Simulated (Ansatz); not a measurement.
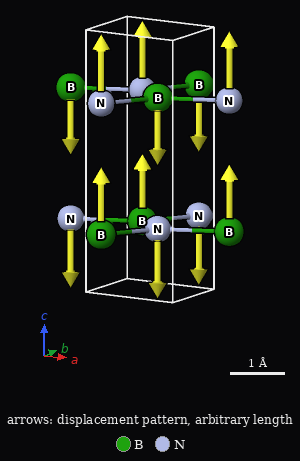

Normal modes of solid BN relaxed at 35 GPa, space group P6₃/mmc (No. 194), at the zone centre. The optical levels lie at 163 (×2), 379, 386, 775, 1457 (×2), 1475 (×2) cm⁻¹. One mode is drawn. The yellow arrows give the relative displacements of the atoms. The picture is a ball-and-stick view of the cell of the calculation, seen slightly off an axis.

Theory: DFT PBE+D3(BJ), scalar-relativistic, plane waves, PAW in Ansatz 0.2.0. Set-up: plane-wave cutoff 420 eV; k-point mesh 12 × 12 × 6; occupations fixed; target pressure 35 GPa; no spin polarisation.

Frequencies are those without the non-analytic (LO–TO) term.

Question: Which of these frequencies is the drawn mode's?

Answer: The level at 775 cm⁻¹. This is the B₁g mode, optical level 4 of 6, counted from below, silent by symmetry (neither infrared- nor Raman-active). All motion is along c; atoms of one kind move against one another, with no net shift of any sublattice; the B–N bond lengths don't change to first order, so for these it is a bending, tilting or sliding motion; the kinetic energy is shared as N 59 %, B 41 %.
